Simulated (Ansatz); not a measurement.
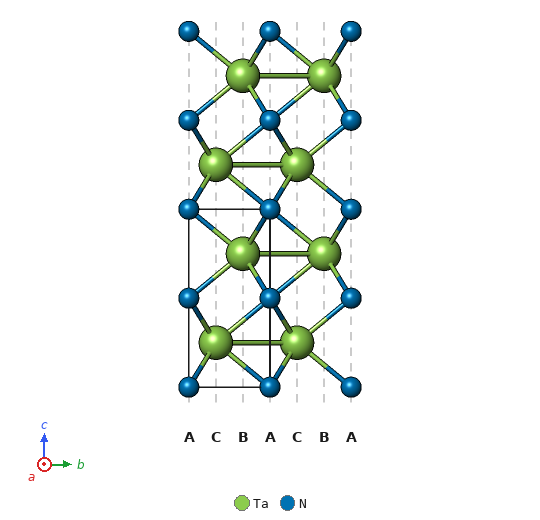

The picture looks along a close-packed row of the hexagonal mesh; c points upwards. The dashed lines mark the three columns A (0, 0), B (1/3, 2/3) and C (2/3, 1/3). The sequence starts with the first layer at or above the cell's origin.

The compound is TaN (space group P6_3/mmc, No. 194), taken as the end point of a relaxation with Ansatz, DFT PBE, scalar-relativistic, plane waves, PAW; the starting structure was generated, so it need not be a known form of this composition.

**List the layers of one repeat.**

N(A) – Ta(C) – N(A) – Ta(B) (four layers in 5.63 Å).

**How are the N layers alone stacked?**

N layers alone: AA, a sequence in which some neighbouring layers lie directly above each other.

**Which positions between or in the N layers do the other atoms fill?**

Ta: two trigonal-prismatic sites, counted in one hexagonal cell.
